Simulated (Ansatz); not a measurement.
## Geometry relaxation of Ta

System: Ta (Fm-3m, 1 atom in the cell).
Method: DFT PBE, scalar-relativistic, plane waves, PAW, no spin polarisation (Ansatz 0.2.0).

The structure derives from an entry of the Crystallography Open Database.

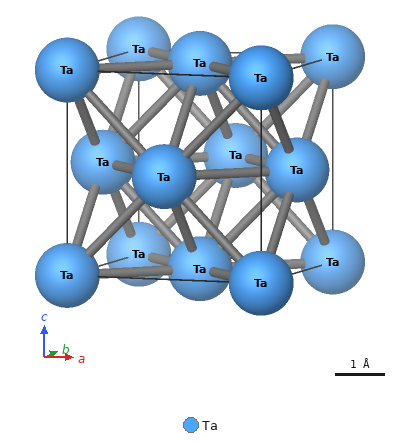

The starting structure (ball-and-stick view of the cell 4 times as large as that of the calculation, set on its symmetry axes, seen slightly off an axis). An atom can appear more than once, as a periodic image. Near neighbours in the periodic cell (some may lie outside the picture): Ta has 12 Ta at 2.98 Å.

**Input file**
```yaml
crystal:
  lattice:
    - [0.0, -2.11, -2.11]
    - [2.11, 0.0, -2.11]
    - [2.11, -2.11, 0.0]
  atoms:
    - { symbol: Ta, position: [0.0, 0.0, 0.0] }
basis:
  ecutwfc: 420
kpoints:
  mp_grid: { grid: [18, 18, 18] }
hamiltonian:
  xc: pbe
scf:
  occupations: { method: gaussian, width: 0.1 }
output:
  forces: true
  stress: true
  eigenvalues: true
  write_density: true
  write_potential: true
  elf: true
  volumetric_format: npy
relax:
  adjacent_minimum: "off"
  f_tol: 0.005
  max_steps: 80
  cell: { stress_tol: 0.05 }
```

Command:
```bash
ansatz run input.yaml --threads 1 --pin off --max-ram 2560MiB --backend cpu --events-out ev --progress --plain --runs-dir out
```

**Log**
```
Engine: ansatz 0.2.0, aarch64-unknown-linux-gnu
Pseudopotentials: kind: paw
Pseudopotential: Ta, paw, valence charge 13, recommended cutoff 420 eV (normal), Ta.paw.azcp
Functional definition: PBE
  parameter kappa = 0.804
  parameter beta = 0.06672455060314922
  exchange = pbe_x(kappa = kappa, mu = beta*pi^2/3)
  correlation = pbe_c(beta = beta)
Crystal: 1 atoms, lattice volume = 18.788 Å³
Basis set: ecut = 420 eV, 339 PW (Γ), exchange–correlation on 40×40×40 points (8 copies of the dense FFT grid, shifted against one another)
Bands: 11, of which v1, the nominal top of the filled ones, is band 7 counted from 1 (6 counted from 0)
Symmetry: 48 space group operations
Space group: Fm-3m (ITA 225), of the structure as read, at distance tolerance 2.7e-5 Å
k-points: 195 of 5832
Non-local potential: Ta, projectors of the file, l = 0: 3, l = 1: 2, l = 2: 2, l = 3: 1
PAW form: soft (Blöchl's): semilocal exchange-correlation on the pseudo side does not see the compensation charge
PAW one-centre angular grid: Ta, 590 points (default); XC on 64 Gauss nodes
Initial density: superposition of atomic densities (neutral atoms: chi_scale 0, normalization atom), corrected by the library's trained network
Initial wavefunctions: pseudopotential atomic-orbital guess
Functional: x = pbe(κ = 0.804, μ = 0.2195149727645171), c = pbe(β = 0.06672455060314922)
SCF iter   1: F=—  HF=-9932.012571 eV  |F-HF|=—  |Δ(HF+E_count)|=         —  Δρ=2.86e-3  dr2=6.38e-4  ethr=1.77e-3  ⟨swp⟩=5.2  Hψ=12035  notcnv=0
preconditioner: auto → none  [metal: Δε(μ)=0.020 eV  Ē_g=7.832 eV  σ=0.100 eV  W_gap=0.11  n_scr=0 (ndim 8)  ℏωp=19.2 eV  f_vac=0.000  D(μ)=1.33/eV (n_scr^D=14)]
SCF iter   2: F=—  HF=-9932.012721 eV  |F-HF|=—  |Δ(HF+E_count)|=   1.49e-4  Δρ=1.55e-3  dr2=1.65e-4  ethr=4.90e-6  ⟨swp⟩=2.5  Hψ=4759  notcnv=0
SCF iter   3: F=—  HF=-9932.012848 eV  |F-HF|=—  |Δ(HF+E_count)|=   1.27e-4  Δρ=2.22e-4  dr2=4.21e-6  ethr=1.27e-6  ⟨swp⟩=2.0  Hψ=2554  notcnv=0
SCF iter   4: F=—  HF=-9932.012844 eV  |F-HF|=—  |Δ(HF+E_count)|=   3.73e-6  Δρ=7.97e-5  dr2=3.48e-7  ethr=3.24e-8  ⟨swp⟩=2.0  Hψ=3294  notcnv=0
iter 5 did not close the SCF: its close was put off for the readings that it lacked (scf_convergence_deferred on its scf_iter line)
SCF iter   5: F=-9932.012844 eV  HF=-9932.012844 eV  |F-HF|=9.22e-10  |Δ(HF+E_count)|=   1.27e-7  Δρ=9.36e-6  dr2=1.14e-8  ethr=2.68e-9  ⟨swp⟩=2.0  Hψ=3189  notcnv=0
SCF iter   6: F=-9932.012844 eV  HF=-9932.012844 eV  |F-HF|=7.88e-10  |Δ(HF+E_count)|=   2.30e-9  Δρ=5.20e-6  dr2=1.67e-9  ethr=8.79e-11  ⟨swp⟩=6.3  Hψ=11421  notcnv=0
SCF 1 converged in 6 iterations: F = -9932.012844 eV  dr2 = 1.67e-9
  greatest PAW one-centre occupation: 0.999 electrons in one spin orbital (limit 2), on the Ta atom at site 0 (counted from 0), in its partial waves of l = 0
relax step   1: F+E_penalty+E_count = -9932.01284383 eV  Δ(F+E_penalty+E_count) = +0.000e0 eV  max|allowed force component| = 0.000e0 eV/Å  Δτ_max = 0.0000 Å  P = +0.407 GPa  Ω = 18.788 Å³  (6 SCF iters, dr2 threshold 1.00e-7 eV, accepted)
Crystal: 1 atoms, lattice volume = 18.937 Å³
Initial density: handed on by an earlier stage of this run
Initial wavefunctions: those handed on with the density
iter 1 solved again at ethr=1.23e-7 eV; its pass at ethr=3.10e-3 eV (dr2=1.60e-5 eV) is discarded
SCF iter   1: F=—  HF=-9932.012469 eV  |F-HF|=—  |Δ(HF+E_count)|=         —  Δρ=2.55e-4  dr2=8.27e-6  ethr=1.23e-7  ⟨swp⟩=2.5  Hψ=14686  notcnv=0
preconditioner: auto → none  [metal: Δε(μ)=0.027 eV  Ē_g=7.767 eV  σ=0.100 eV  W_gap=0.15  n_scr=0 (ndim 8)  ℏωp=19.1 eV  f_vac=0.000  D(μ)=1.32/eV (n_scr^D=14)]
SCF iter   2: F=—  HF=-9932.012466 eV  |F-HF|=—  |Δ(HF+E_count)|=   2.83e-6  Δρ=1.01e-4  dr2=6.87e-7  ethr=6.36e-8  ⟨swp⟩=2.5  Hψ=2930  notcnv=0
SCF iter   3: F=-9932.012467 eV  HF=-9932.012467 eV  |F-HF|=6.84e-8  |Δ(HF+E_count)|=   8.68e-7  Δρ=2.52e-5  dr2=3.56e-8  ethr=7.69e-10  ⟨swp⟩=9.2  Hψ=13692  notcnv=0
SCF 2 converged in 3 iterations: F = -9932.012467 eV  dr2 = 3.56e-8
relax step   2: F+E_penalty+E_count = -9932.01246679 eV  Δ(F+E_penalty+E_count) = +3.770e-4 eV  max|allowed force component| = 0.000e0 eV/Å  Δτ_max = 0.0000 Å  P = -1.090 GPa  Ω = 18.937 Å³  energy of the carried Pulay correction = -5.573e-5 eV  (3 SCF iters, dr2 threshold 1.00e-7 eV, rejected (line search))
Crystal: 1 atoms, lattice volume = 18.828 Å³
iter 1 solved again at ethr=6.10e-8 eV; its pass at ethr=3.10e-3 eV (dr2=7.93e-6 eV) is discarded
SCF iter   1: F=—  HF=-9932.012883 eV  |F-HF|=—  |Δ(HF+E_count)|=         —  Δρ=1.66e-4  dr2=3.92e-6  ethr=6.10e-8  ⟨swp⟩=2.5  Hψ=14683  notcnv=0
preconditioner: auto → none  [metal: Δε(μ)=0.021 eV  Ē_g=7.811 eV  σ=0.100 eV  W_gap=0.12  n_scr=0 (ndim 8)  ℏωp=19.1 eV  f_vac=0.000  D(μ)=1.33/eV (n_scr^D=14)]
SCF iter   2: F=—  HF=-9932.012880 eV  |F-HF|=—  |Δ(HF+E_count)|=   2.91e-6  Δρ=6.08e-5  dr2=2.70e-7  ethr=3.01e-8  ⟨swp⟩=2.7  Hψ=3071  notcnv=0
SCF iter   3: F=—  HF=-9932.012880 eV  |F-HF|=—  |Δ(HF+E_count)|=   1.94e-7  Δρ=1.61e-5  dr2=1.46e-8  ethr=2.08e-9  ⟨swp⟩=2.2  Hψ=2555  notcnv=0
SCF iter   4: F=—  HF=-9932.012880 eV  |F-HF|=—  |Δ(HF+E_count)|=   3.01e-8  Δρ=3.51e-7  dr2=1.75e-11  ethr=1.12e-10  ⟨swp⟩=2.4  Hψ=3169  notcnv=0
SCF iter   5: F=-9932.012880 eV  HF=-9932.012880 eV  |F-HF|=5.46e-12  |Δ(HF+E_count)|=  3.64e-12  Δρ=5.33e-8  dr2=1.57e-13  ethr=1.00e-12  ⟨swp⟩=5.3  Hψ=7306  notcnv=0
SCF 3 converged in 5 iterations: F = -9932.012880 eV  dr2 = 1.57e-13
relax step   3: F+E_penalty+E_count = -9932.01287957 eV  Δ(F+E_penalty+E_count) = -3.575e-5 eV  max|allowed force component| = 0.000e0 eV/Å  Δτ_max = 0.0000 Å  P = -0.003 GPa  Ω = 18.828 Å³  energy of the carried Pulay correction = -1.513e-5 eV  (5 SCF iters, accepted)
Initial wavefunctions: pseudopotential atomic-orbital guess (no wavefunctions were taken with the density)
iter 1 solved again at ethr=7.03e-8 eV; its pass at ethr=3.10e-3 eV (dr2=9.14e-6 eV) is discarded
SCF iter   1: F=—  HF=-9932.012894 eV  |F-HF|=—  |Δ(HF+E_count)|=         —  Δρ=3.18e-6  dr2=2.44e-10  ethr=7.03e-8  ⟨swp⟩=3.2  Hψ=17679  notcnv=0
eigensolver tolerance schedule: the retry pair's looser diagonalisation over-reported the residual by 37392.91 of it (diagonalisation noise at 5.57 of the residual, at the tolerance the schedule requests for it); recorded, not acted on — ethr = c·dr2/N_el stays at c = 1.0e-1
preconditioner: auto → none  [metal: Δε(μ)=0.021 eV  Ē_g=7.812 eV  σ=0.100 eV  W_gap=0.12  n_scr=0 (ndim 8)  ℏωp=19.1 eV  f_vac=0.000  D(μ)=1.33/eV (n_scr^D=14)]
SCF iter   2: F=—  HF=-9932.012892 eV  |F-HF|=—  |Δ(HF+E_count)|=   2.54e-6  Δρ=1.70e-6  dr2=8.46e-11  ethr=1.88e-12  ⟨swp⟩=2.9  Hψ=4143  notcnv=0
SCF iter   3: F=-9932.012892 eV  HF=-9932.012892 eV  |F-HF|=2.18e-11  |Δ(HF+E_count)|=  6.18e-11  Δρ=6.42e-7  dr2=8.00e-12  ethr=1.00e-12  ⟨swp⟩=4.7  Hψ=10494  notcnv=0
SCF 4 converged in 3 iterations: F = -9932.012892 eV  dr2 = 8.00e-12
relax step   4: F+E_penalty+E_count = -9932.01289167 eV  Δ(F+E_penalty+E_count) = -1.210e-5 eV  max|allowed force component| = 0.000e0 eV/Å  Δτ_max = 0.0000 Å  P = -0.002 GPa  Ω = 18.828 Å³  stress off target by 1.86e-3 GPa  SCF on the basis re-selected at this cell (its energy is not comparable with the rows above)  (3 SCF iters)
```

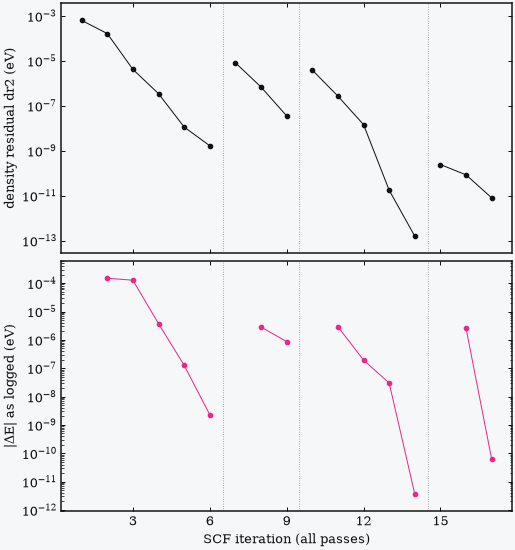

Convergence of the self-consistent field: density residual dr2 and size of the energy change against the SCF iteration. The dotted lines part the SCF passes of the relaxation: geometry steps, rejected trials and re-solves on a re-selected basis. The passes take 6, 3, 5 and 3 iterations.

```
basis re-selected at this cell: Δ(F+E_penalty+E_count) = -1.210e-5 eV, ΔP = +0.001 GPa vs the last step (what re-selecting the basis moved, of the pressure what is left beyond the Pulay correction that the steps carried, after the strain that the cell walked since its last selection, with what the two solves' SCF thresholds leave and, on support functions, any second-order correction that the steps lacked; it is no measure of the basis error at this ecutwfc). This SCF's stress stands 1.86e-3 GPa from its target on what of the cell is left free (relax.cell.stress_tol is 5.00e-2 GPa) and its largest allowed force component is 0.00e0 eV/Å (relax.f_tol is 5.00e-3 eV/Å): within both
SCF converged after 3 iterations
Free energy (F): -9932.012892 eV
Harris-Foulkes:  -9932.012892 eV  (|F-HF|=2.18e-11)
Internal energy: -9932.006237 eV  (E = F + TS)
E sigma→0 (E₀):  -9932.009564 eV
Entropy (-TS):   -0.006654 eV (-6.654 meV/atom)
Fermi energy:    18.090164 eV
--- Per-component energies (eV) ---
  E_band       = -115.679916
  E_kinetic    = 364.747486
  E_local      = -572.462472  (includes V_loc(G=0)·N_el)
  E_nonlocal   = 14.147922
  E_hartree    = 196.940135
  E_xc         = -218.039220
  E_vxc        = -203.470541  (∫ρ·V_xc dr)
  E_paw        = -8396.313177  (= ΣΔE_a)
  E_vpaw       = -112.522754  (= ΣTr[D̂ρ^β])
  E_aug_tail   = 0.000169  (compensation charges beyond the density's cutoff)
  E_ewald      = -1321.027081
  E_smearing   = -0.006654  (= −TS)
  E_closure    = 0.000000  (closes the sum)
  Σ components = -9932.012892   (vs F -9932.012892, Δ=0.00e0)
--- Forces (eV/Å), atoms counted from 1 ---
  atom   1  Ta     0.00000000     0.00000000    -0.00000000
  max |Σ_I F_I| component: 5.55e-32 eV/Å
--- Stress (GPa, compression-positive) ---
       -0.001856       0.000000       0.000000
        0.000000      -0.001856       0.000000
        0.000000      -0.000000      -0.001856
  P = ⅓ Tr σ = -0.0019 GPa (-0.019 kbar)
--- Band table (eV; the first three rows and the last of 195) ---
  k-point 0: bands = ["-49.4915", "-15.4994", "-15.4994", "-15.4994", "9.9846", "18.5348", "18.5348", "18.5348", "21.5263", "21.5263", "30.2235"]
  k-point 1: bands = ["-49.4889", "-15.5319", "-15.5035", "-15.5035", "10.1079", "18.4261", "18.5944", "18.5944", "21.4671", "21.4671", "30.4813"]
  k-point 2: bands = ["-49.4814", "-15.6248", "-15.5154", "-15.5154", "10.4659", "18.1431", "18.7497", "18.7497", "21.3324", "21.3324", "31.1677"]
  k-point 194: bands = ["-49.3753", "-16.2108", "-16.1098", "-15.8776", "15.2637", "16.4952", "17.3961", "20.1879", "24.5489", "27.8279", "27.9664"]
--- Relaxed structure (3 steps of the walk, 2 accepted, 1 SCFs on fresh bases) ---
  F+E_penalty+E_count = -9932.01289167 eV   max|allowed force component| = 0.000e0 eV/Å   (the final SCF, on the basis selected at the relaxed cell)
  cell:  # Å, volume = 18.8282 Å³
    - [-9.255265606626757e-36, -2.111509636257541, -2.111509636257541]
    - [2.111509636257541, 3.5030682726157184e-35, -2.111509636257541]
    - [2.111509636257541, -2.111509636257541, -4.975949250874599e-37]
  atoms:
    - { symbol: Ta, position: [-0.0, 0.0, 0.0] }
```

**Trajectory as extended XYZ (Å, eV, eV/Å), 4 frames, from step=1 to step=4**
```
1
Lattice="0.0000 -2.1100 -2.1100 2.1100 0.0000 -2.1100 2.1100 -2.1100 0.0000" Properties=species:S:1:pos:R:3:forces:R:3 step=1 energy=-9932.01284 pressure_GPa=0.41
Ta    0.0000    0.0000    0.0000    0.0000   0.0000   0.0000
1
Lattice="0.0000 -2.1156 -2.1156 2.1156 0.0000 -2.1156 2.1156 -2.1156 0.0000" Properties=species:S:1:pos:R:3:forces:R:3 step=2 energy=-9932.01247 pressure_GPa=-1.09 accepted=F
Ta    0.0000    0.0000    0.0000    0.0000   0.0000   0.0000
1
Lattice="0.0000 -2.1115 -2.1115 2.1115 0.0000 -2.1115 2.1115 -2.1115 0.0000" Properties=species:S:1:pos:R:3:forces:R:3 step=3 energy=-9932.01288 pressure_GPa=-0.00
Ta    0.0000    0.0000    0.0000    0.0000   0.0000   0.0000
1
Lattice="0.0000 -2.1115 -2.1115 2.1115 0.0000 -2.1115 2.1115 -2.1115 0.0000" Properties=species:S:1:pos:R:3:forces:R:3 step=4 energy=-9932.01289 pressure_GPa=-0.00
Ta    0.0000    0.0000    0.0000    0.0000   0.0000   0.0000
```

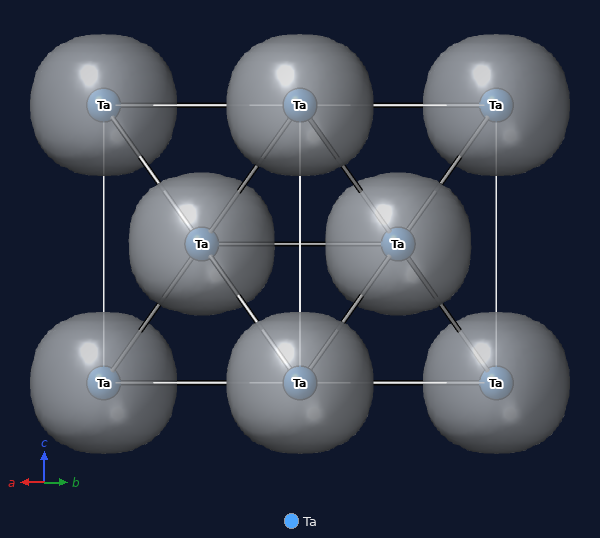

Isosurface of the valence pseudo-density at 0.4 e/Å³ (grey), seen along [110]. Sticks mark near contacts. The outline is the cell set on symmetry axes. At this value the density breaks into separate islands; it holds about 75 % of the electrons treated as valence (semicore included). It is pinched off along the Ta–Ta (2.99 Å) contacts. On the grid the lowest density along these lines, outside the cores, is 0.27 e/Å³ (Ta–Ta, 2.99 Å). The fields are those of the smooth PAW valence density.

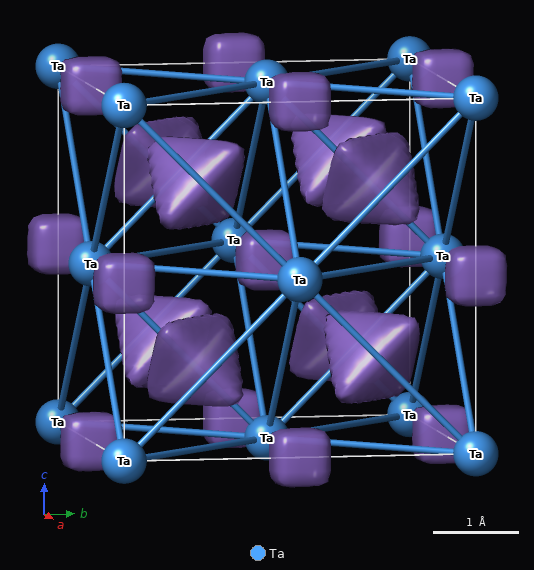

Isosurface of the ELF at 0.5 (purple), seen slightly off an axis. Only the valence region is drawn (cores and ρ < 0.01 e/Å³ removed). Sticks mark near contacts. The outline is the cell set on symmetry axes. Profiles from the grid: Ta–Ta (2.99 Å): the ELF is about 0.30 at the midpoint; no localised pair between them.

**Results in brief**

- outcome: converged
- space group (tolerance 0.01 Å): Fm-3m (225)
- electrons treated: 13
- free energy: −9932.0129 eV
- Fermi energy: 18.090 eV
- gap on the k-point mesh: none (metallic)
- pressure: 0.00 GPa
- final volume: 18.83 Å³
- largest force (length of the vector) at the end: under 0.001 eV/Å
- final cell: a = 2.986 Å, b = 2.986 Å, c = 2.986 Å, α = 60.00°, β = 60.00°, γ = 60.00°
- hardware: 1 thread of Arm Neoverse V2, 128 GiB of memory available, shared host
- wall time: 11 s
- peak memory: 0.32 GiB

**Notes**

Spin–orbit coupling is left out, which matters for Ta.
